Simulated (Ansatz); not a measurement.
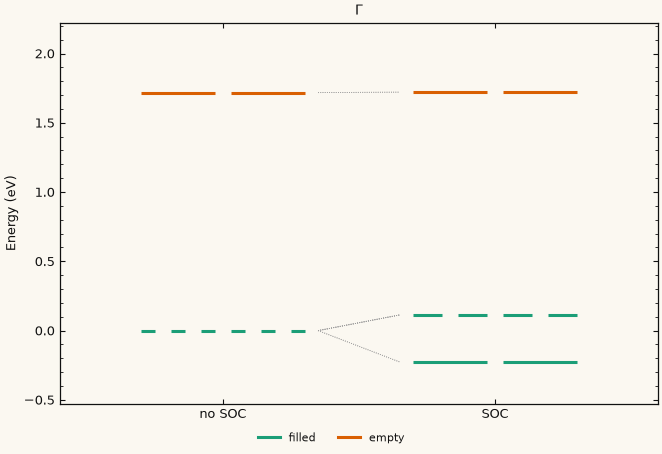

Levels at Γ, each bar one state with spin counted. Zero is the valence top without spin-orbit coupling, and the two sets are aligned on the mean of the six top valence states at Γ.

System: zincblende GaAs, space group F-43m (No. 216), 2 atoms in the primitive cell, relaxed with r2SCAN, then under −3 % hydrostatic strain; cubic a = 5.496 Å. Run without spin-orbit coupling: r2SCAN, Ansatz PAW set, 8×8×8 k mesh, 500 eV cutoff, fixed occupations (Ansatz 0.2.0). Run with it: r2SCAN, Ansatz PAW set, 8×8×8 k mesh, 500 eV cutoff, Fermi-Dirac smearing of 0.02 eV (Ansatz 0.2.0). Neither carries moments.

### How does spin-orbit coupling split the valence top at Γ?

The threefold valence top at Γ (six states with spin) splits into a fourfold level on top and a twofold one 0.34 eV below it, the split-off level.

### What happens to the direct gaps?

The vertical gap goes from 1.72 to 1.61 eV at Γ. A third of the splitting is 0.11 eV, which accounts for the change at Γ: the fourfold level rises by about that much.

### And the smallest gap over all k points computed?

It narrows from 1.60 eV (valence top at Γ, conduction bottom at X) to 1.49 eV (valence top at Γ, conduction bottom at (0, −0.5, −0.5) in reduced coordinates).

The PAW data sets were made with another functional. LDA, GGA and most meta-GGA functionals understate gaps.
